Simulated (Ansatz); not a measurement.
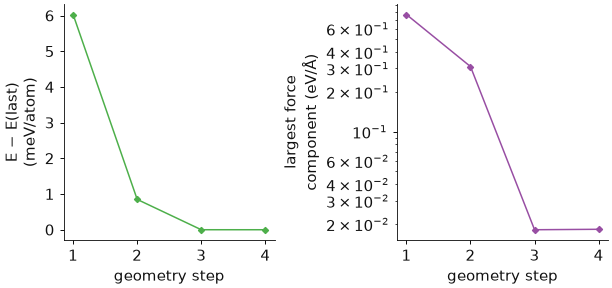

History of a geometry optimisation. Si (slab, 6 atoms in the cell); DFT PBEsol, scalar-relativistic, plane waves, PAW in Ansatz; cutoff 420 eV, 9×9×1 k-mesh, Gaussian smearing of 0.05 eV. Only the atoms move.

The optimisation met its thresholds at geometry 4, counting the start as the first. The energy fell by about 6 meV/atom from the first step to the last. The largest force component goes from about 0.77 eV/Å at the start to 0.018 eV/Å at the end.
